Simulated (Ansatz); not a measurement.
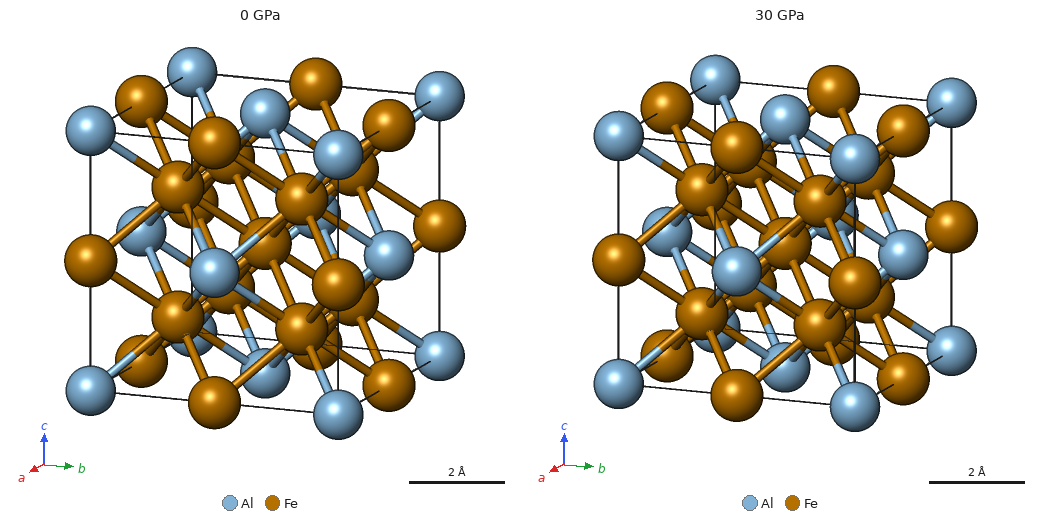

AlFe3, D0₃ (BiF₃ or Fe₃Al type), space group Fm-3m (No. 225), relaxed (cell and atoms) under a series of hydrostatic pressures; the conventional cell is drawn at the lowest and the highest, to one scale (sticks follow a distance rule). The start was a structure listed in the Materials Project. It needn't be the stable form of this composition.

Alike in all runs: Ansatz 0.2.0; functional PBEsol; potentials Ansatz PAW; cutoff 420 eV; k mesh 8 × 8 × 8 on the run's cell of 4 atoms; occupations fermi-dirac, width 0.05 eV; collinear spin, ferromagnetic start; no spin-orbit coupling.

```tsv
pressure (GPa)	volume (Å³/atom)	a (Å)	moment (μB/atom)
0.0	11.333	5.660	1.43
2.0	11.200	5.638	1.40
5.0	11.016	5.607	1.35
10.0	10.756	5.562	1.30
20.0	?	?	?
30.0	9.841	5.400	0.75
```

> Fit a third-order Birch-Murnaghan equation to the rows given and use it to fill in the volume that is left out.

The fit gives V0 = 11.33 Å³/atom, B0 = 178 GPa and B0′ = 2.7, which puts the volume at 20.0 GPa at 10.26 Å³/atom. The run gave volume 10.151 Å³/atom; a 5.456 Å; moment 0.79 μB/atom.

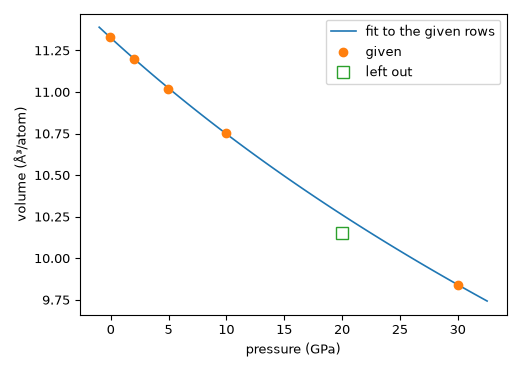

Volume against pressure, with the fit. The structure was kept in its own symmetry, so a change to another phase within this range wouldn't be seen.

Caveat: the plane-wave basis is chosen anew once the cell has moved, so the energies of steps on either side of that aren't comparable.
